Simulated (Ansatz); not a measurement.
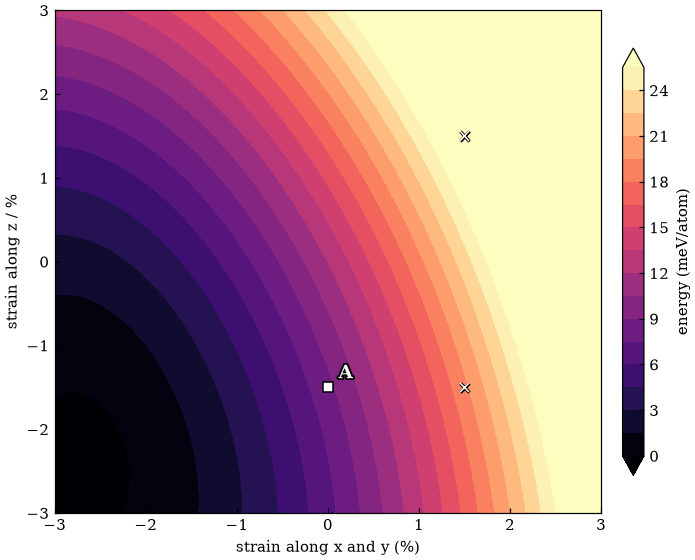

Sr (P6_3/mmc, No. 194; 2 atoms in the cell). The cell is strained homogeneously, by one strain along x and y and another along z, with fractional coordinates fixed (x along [1 0 0], z along [0 0 1] of the conventional cell). Coordinates scanned: (1) strain along x and y; (2) strain along z. The grid has 5 × 5 points. At 2 points there is no value. Points are written as (first, second). Energies: meV/atom, counted from the lowest grid point. The reference cell is the one listed in the database, not relaxed at this level. Method: DFT PBEsol, scalar-relativistic, plane waves, PAW in Ansatz. Settings: cutoff 420 eV, k-mesh 15×15×8 in the order of the run's cell vectors, gaussian smearing 0.15 eV, no spin polarisation.

The picture shows filled contours, crosses at grid points without a value, one colour for all values above the top of the scale, the point A. Between grid points the surface is interpolated.

### Is A at rest? If not, where is it pushed?

A, at (0.0 %, −1.5 %), is not a stationary point. The computed force is 5.7 meV/atom for each 1 % towards smaller values of strain along x and y and 1.7 meV/atom for each 1 % towards smaller values of strain along z.
